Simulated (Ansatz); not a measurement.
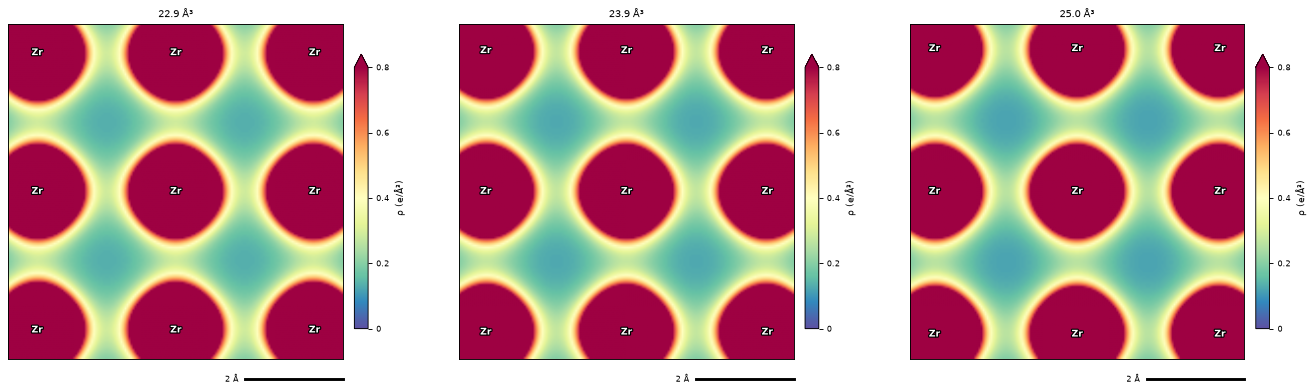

Zr. The valence pseudo-density of cells scaled evenly to different volumes (given per atom above each panel), on the (100) plane of each (indices in the axes of the cell below), at one length scale and on one colour scale.

A generated structure, not necessarily the stable one.

The calculation used DFT, BLYP, plane waves (420 eV) with PAW, scalar-relativistic (Ansatz).

In a PAW calculation such maps are meaningful between the atoms, not at the nuclei.

The largest cell:

```
Zr
1.0
     3.07671    0.00000    0.00000
     0.00000    3.07671    0.00000
     0.00000    0.00000    3.07671
Zr
1
Direct
  0.00000 0.00000 0.00000
```

| volume (Å³/atom) | Zr–Zr contact in the plane (Å) | ρ at its midpoint (e/Å³) | 
| --- | --- | --- |
| 22.88 | 2.839 | 0.290 | 
| 23.92 | 2.881 | 0.275 | 
| 24.96 | 2.923 | 0.261 | 
| 26.00 | 2.963 | ? | 
| 29.12 | 3.077 | 0.217 | 

Estimate the missing row, and compare with the calculation.

Answer. Over the known rows ln ρ falls by 1.21 per Å of Zr–Zr distance (a least-squares line), which gives 0.249 e/Å³ at 2.963 Å; the calculation gives 0.249 e/Å³.
